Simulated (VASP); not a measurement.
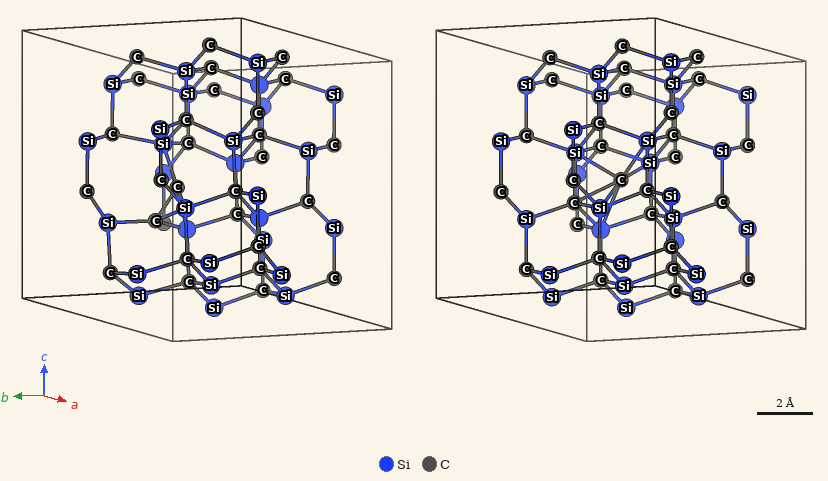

Two geometries of a defect cell of composition Si₂₈C₂₉, drawn at one scale. One is the start of a relaxation, the other its converged end. The picture is a ball-and-stick view of the cell of the calculation (origin shifted), seen from a free direction.

Theory: VASP, Kohn-Sham DFT of a periodic cell, PBE, VASP PAW PBE potentials, recommended. Set-up: plane-wave cutoff 450 eV; k-point mesh 2 × 2 × 2; occupations gaussian; smearing width 0.01 eV; no spin polarisation.

> Which one is relaxed?

The left one is the relaxed one. The run lets the atoms move in a fixed cell. The energy falls by 4.502 eV per cell of the calculation in 66 geometry steps. The largest force component goes from 2.7 to 0.014 eV/Å. The largest move is that of a C atom, 1.12 Å roughly along [−1 3 −1]. By element the largest moves are C 1.12 Å, Si 0.33 Å. The cell stays as it was. Among the contacts that change: C–Si 1.886 → 2.914 Å, C–Si 2.090 → 2.911 Å, C–Si 2.401 → 3.217 Å, C–C 2.016 → 2.755 Å. Bonds break, among them: C–Si (1.89 → 2.91 Å), C–Si (2.09 → 2.91 Å), C–Si (2.17 → 2.90 Å). Bond angles that change, for instance: Si–C–C 58.3° → 130.6°, C–Si–C 167.6° → 119.3°, Si–C–C 172.4° → 124.2°.

Limits of the set-up: the periodic images lie only 8.2 Å apart, so the values are limited by the cell's size.
